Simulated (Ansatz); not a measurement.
## Electronic structure of Co (slab) in real space

Input file:

```
crystal:
  lattice:
    - [2.456418903, 0.0, 0.0]
    - [-1.2282094515, 2.1273211723, 0.0]
    - [0.0, 0.0, 20.969471087]
  atoms:
    - { symbol: Co, position: [0.6666666667, 0.3333333333, 0.4053511872], spin: 1.8 }
    - { symbol: Co, position: [0.3333333333, 0.6666666667, 0.4999973974], spin: 1.8 }
    - { symbol: Co, position: [0.6666666667, 0.3333333333, 0.5946488128], spin: 1.8 }
basis:
  ecutwfc: 420
kpoints:
  mp_grid: { grid: [12, 12, 1] }
hamiltonian:
  xc: pbesol
scf:
  occupations: { method: gaussian, width: 0.1 }
output:
  forces: true
  eigenvalues: true
  populations: true
  write_density: true
  write_potential: true
  elf: true
  volumetric_format: npy
magnetization:
  spin_polarized: true
relax:
  adjacent_minimum: "off"
  f_tol: 0.03
  max_steps: 70
  constraints: [{ sites: [0] }]
efield:
  axis: 3
  dipole_correction: true
  ramp_width: 0.04
```

Launched as:

```sh
ansatz run input.yaml --threads 1 --pin off --max-ram 2560MiB --backend cpu --events-out ev --progress --plain --runs-dir out
```

The fields are those of the relaxed geometry.

Spin-polarised.

Computed with DFT PBEsol, scalar-relativistic, plane waves, PAW (Ansatz 0.2.0).

Core electrons are frozen (PAW), and the valence fields are smoothed inside the atomic spheres.

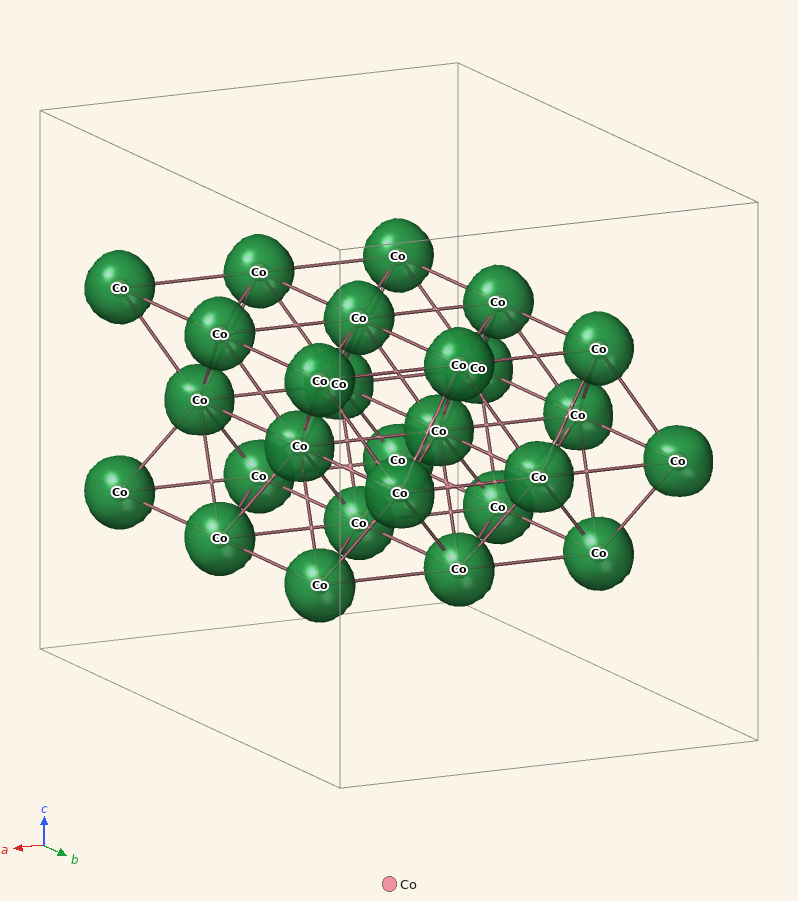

Figure 1. Isosurfaces of the spin density at +0.4 (green) and −0.4 e/Å³ (red), seen at an oblique angle. Sticks mark near contacts.

> Which atoms carry the moments, and with what signs?

The spin density sits on Co: +1.8 μB (×3) in one cell of 3 atoms: parallel moments (a ferromagnetic arrangement) in this solution. The cell of the calculation (3 atoms) carries 5.1 μB of net spin moment. Only one sign reaches the isovalue.

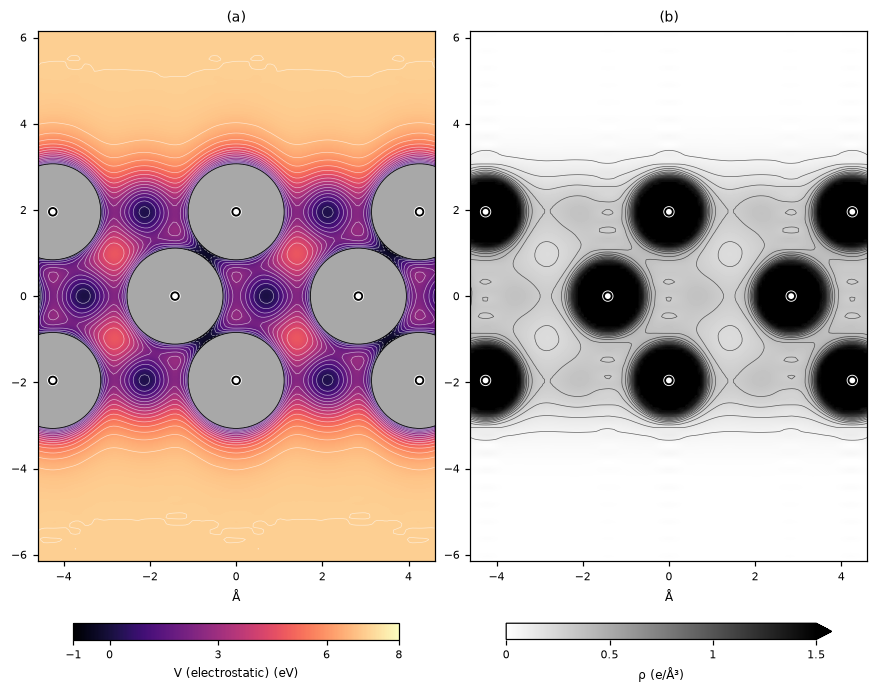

Figure 2. (a) electrostatic potential (local pseudopotential plus Hartree) felt by an electron; (b) valence charge density (pseudo) on the (110) plane of the calculation cell, a cut from vacuum to vacuum. Circles mark the nuclei in the plane (Co). Grey discs cover the atomic cores in the potential map.

> Interpret the plot.

- Atoms in the plane: Co.
- Co–Co (2.42 Å): ρ is about 0.39 e/Å³ halfway.
- The density dies away to nearly zero in the vacuum.
- Outside the cores the potential energy rises away from the atoms and is highest in the vacuum; its zero is arbitrary.

> Does the calculation make it a metal, or give it a gap?

It is metallic or semimetallic at this level of theory: no gap opens.
